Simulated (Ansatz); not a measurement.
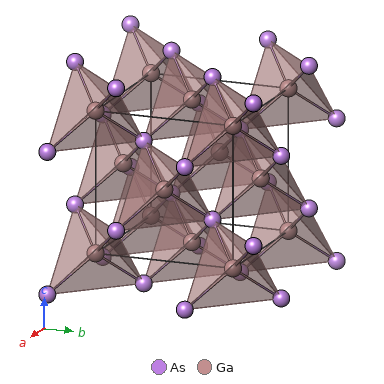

System: GaAs, space group F-43m (No. 216). The picture shows the conventional cell.

The given structure:
```xyz
2
Lattice="0.0000 2.8268 2.8268 2.8268 0.0000 2.8268 2.8268 2.8268 0.0000" Properties=species:S:1:pos:R:3 pbc="T T T"
As    4.2403    4.2403    4.2403
Ga    0.0000    0.0000    0.0000
```

Method: plane-wave DFT, no spin polarisation; energies at scaled volumes of the given cell, shape and fractions fixed, counted from the fit's minimum, third-order Birch-Murnaghan fit (Ansatz 0.2.0). Level: r2SCAN50.

k mesh 4×4×4; occupations Fermi–Dirac; smearing width 0.05 eV; potentials Ansatz PAW; wave cutoff 500 eV; density cutoff 2000 eV.

Predict the energy against volume. The volume takes the values 21.23, 21.69, 22.14, 22.59, 23.04, 23.49, 23.95 Å³/atom.

A third-order Birch–Murnaghan fit gives V0 = 22.23 Å³/atom, B0 = 86.1 GPa and B′ = 4.3. The energy is 12.91 meV/atom at volume 21.23 Å³/atom and 31.27 meV/atom at 23.95 Å³/atom; the lowest computed point is at volume 22.14 Å³/atom (0.11 meV/atom), in a single well.

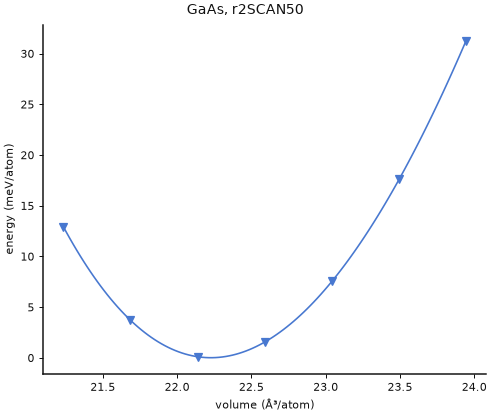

Note: coarse k mesh.
